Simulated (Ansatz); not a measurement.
Tl (slab)

```
Tl
1.0
     3.52612    0.00000    0.00000
    -1.76306    6.14536    0.00000
     0.00000    0.00000   26.04172
Tl
10
Direct
  0.79990 0.59981 0.28800
  0.07048 0.14096 0.30496
  0.42337 0.84673 0.38976
  0.69394 0.38788 0.40672
  0.04683 0.09365 0.49152
  0.31740 0.63481 0.50848
  0.67029 0.34058 0.59328
  0.94086 0.88173 0.61024
  0.29375 0.58750 0.69504
  0.56433 0.12865 0.71200
```

All numbers below come from DFT PBEsol, scalar-relativistic, plane waves, PAW (Ansatz 0.2.0).

Question: What can the converged valence pseudo-density and electron localisation function tell about the bonding?

Answer: Tl–Tl (3.53 Å): ρ is about 0.1 e/Å³ halfway; the ELF is about 0.15 at the midpoint; no localised pair shows between them.

Question: Does the calculation make it a metal, or give it a gap?

Answer: It is metallic or semimetallic at this level of theory: no gap opens.

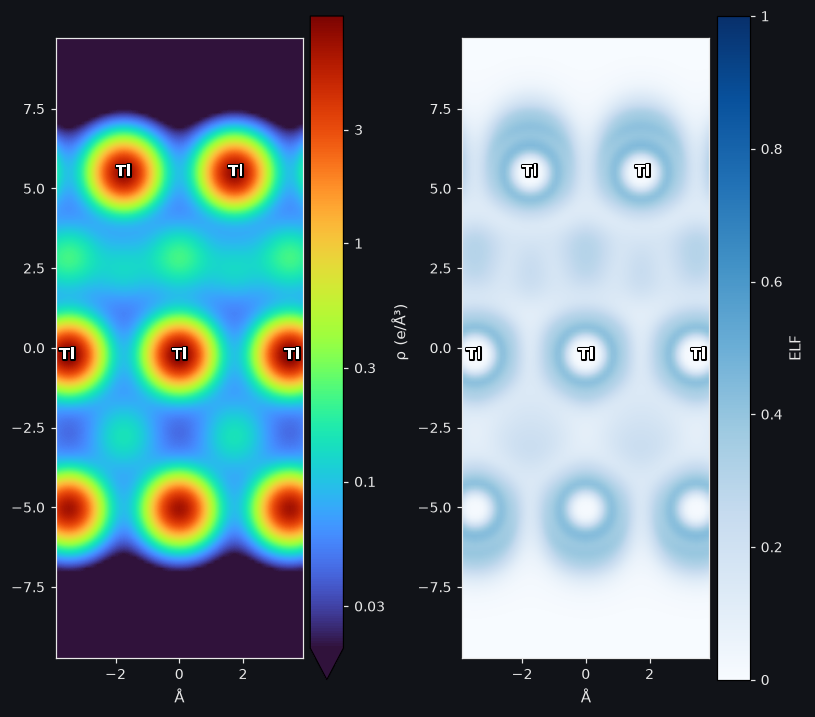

Computed valence pseudo-density and electron localisation function on the (010) plane of the calculation cell, a cut from vacuum to vacuum, in this order. Atoms just off the plane (Tl, 0.3 Å away) can leave unmarked features too.
